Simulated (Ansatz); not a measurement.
System: Ni, space group Fm-3m (No. 225) (one of a set of cubic test structures, which need not be the stable phase).

One of the inputs:
```
crystal:
  lattice:
    - [0.0, 1.743221121606, 1.743221121606]
    - [1.743221121606, 0.0, 1.743221121606]
    - [1.743221121606, 1.743221121606, 0.0]
  atoms:
    - { symbol: Ni, position: [0.0, 0.0, 0.0] }
kpoints:
  mp_grid: { grid: [6, 6, 6] }
hamiltonian:
  xc: hse06
  pseudopotentials: { kind: paw, source: ansatz }
scf:
  occupations: { method: fermi_dirac, width: 0.1 }
  convergence: { dr2_threshold: "1e-10 eV" }
  exx: { energy_threshold: "1e-8 eV", singularity: regularized }
output:
  forces: true
  stress: true
  eigenvalues: true
```

Command:
```bash
ansatz run input.yaml --threads 2
```

Computed with Ansatz 0.2.0 development build: equation of state of a cubic crystal from periodic Kohn-Sham density functional theory without spin, third-order Birch-Murnaghan fit to the free energies; pressure corrected for the finite basis. Level: HSE06.

```
                setting                   value
         structure type                     fcc
          atoms in cell                       1
     space group number                     225
       lattice centring  face-centred primitive
                 k mesh                   6×6×6
      occupation method             Fermi–Dirac
       occupation width                  0.1 eV
            wave cutoff                  920 eV
               datasets           hand-made PAW
      density tolerance                    0 eV
                  bands                      13
   density cutoff ratio                       4
search for lower states                 default
   exchange singularity             regularized
```

What does the calculation give for the energy above the lowest point and pressure against volume? The volume takes the values 9.95, 10.27, 10.59, 10.92, 11.24 Å³/atom.

A third-order Birch–Murnaghan fit gives V0 = 10.45 Å³/atom, B0 = 213 GPa and B′ = 5.0. The energy above the lowest point is 16.9 meV/atom at volume 9.95 Å³/atom and 33.1 meV/atom at 11.24 Å³/atom; the lowest computed point is at volume 10.59 Å³/atom (0.0 meV/atom). The pressure falls from 12.0 GPa at volume 9.95 Å³/atom to −12.9 GPa at 11.24 Å³/atom, and changes sign near 10.46 Å³/atom.

```
volume (Å³/atom)  energy above the lowest point (meV/atom)  pressure (GPa)
            9.95                                      16.9            12.0
           10.27                                       1.0             3.9
           10.59                                       0.0            -2.8
           10.92                                      11.4            -8.3
           11.24                                      33.1           -12.9
```

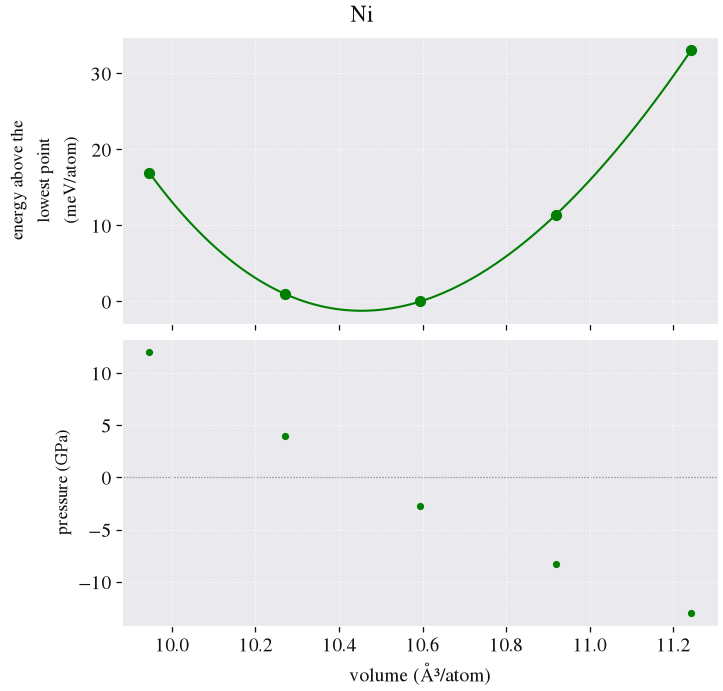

Note: coarse k-mesh, values are not converged in k; known magnet treated without spin, far from its ground state.
